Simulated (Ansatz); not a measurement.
The cell below is Ta in space group Fm-3m. Origin of the cell: the geometry relaxed with DFT PBE+D3(BJ), scalar-relativistic, plane waves, PAW in Ansatz.

```
Ta
1.0
     4.18186    0.00000    0.00000
     0.00000    4.18186    0.00000
     0.00000    0.00000    4.18186
Ta
4
Direct
  0.00000 0.00000 0.00000
  0.00000 0.50000 0.50000
  0.50000 0.00000 0.50000
  0.50000 0.50000 0.00000
```

Hard-sphere model; metallic radii: Ta 1.46 Å.

Q: Find the largest hole by geometry, and further ones that a grid search gives (radius above 0.15 Å; smaller ones may be missed, and maxima closer than 0.25 Å are merged).

A:
```tsv
hole	site	x, y, z	radius (Å)	nearest atoms	shape
V1	4b	0.000, 0.000, 0.500	0.63	6 Ta	octahedral
V2	8c	0.250, 0.250, 0.750	0.35	4 Ta	tetrahedral
```

Nearest atoms are those whose sphere lies within 0.15 Å of the hole's sphere; in brackets, those within 0.5 Å. The largest sphere that fits anywhere has a diameter of 1.26 Å; the largest that can travel through the crystal, about 0.5 Å.

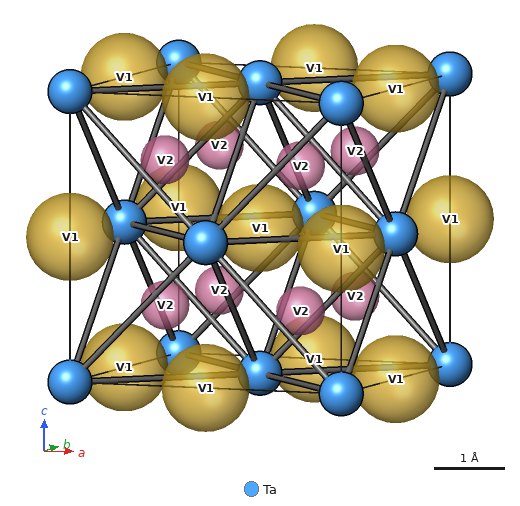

Translucent spheres (V1, V2) fill the 2 holes listed first by a grid search for holes with a radius above 0.15 Å (the largest is sure; smaller ones may be missed, and maxima closer than 0.25 Å are merged) at their true size; atoms are drawn smaller than their model radii. View slightly off an axis.
